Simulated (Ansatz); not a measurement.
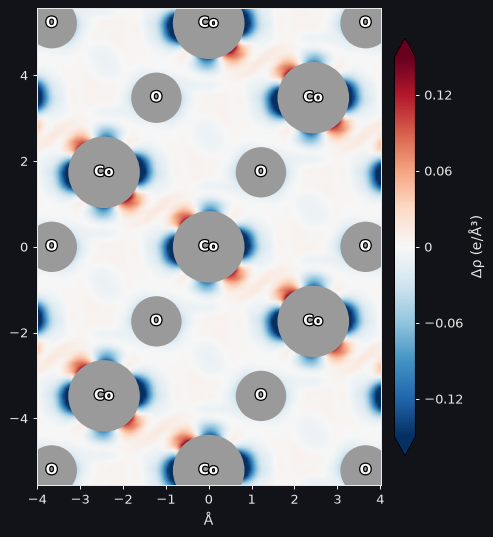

CoO: difference of two self-consistent densities at the same geometry, ρ(PBEsol+U) − ρ(PBE+U), on the (110) plane of the conventional cell. Grey discs cover the cores, where the PAW densities can't be compared. Cores are masked to 0.8 Å (Co) and 0.6 Å (O).

Space group R-3m; spin-polarised. Effective Hubbard U: 3.3 eV on Co d. The cell comes from a database of computed structures, not from a measurement.

Both runs: Ansatz, scalar-relativistic, plane waves and PAW, same cutoff, k-points and PAW files (made with PBE).

Q: What differs between the two levels of theory?

A: Against PBE+U, and outside the masked cores, the largest gain lies at the edge of the masked core of Co, and the largest loss lies at the edge of the masked core of Co.
- Bader charges are Co +1.30 and O −1.30 e with PBE+U and Co +1.29 and O −1.29 e with PBEsol+U.
- At this volume the pressure is 10 GPa with PBE+U and 1 GPa with PBEsol+U.
- The gap on the mesh is 1.20 eV with PBE+U and 1.08 eV with PBEsol+U.
- The integrated |spin density| goes from 3.0 to 3.0 μB in the cell of the calculation.
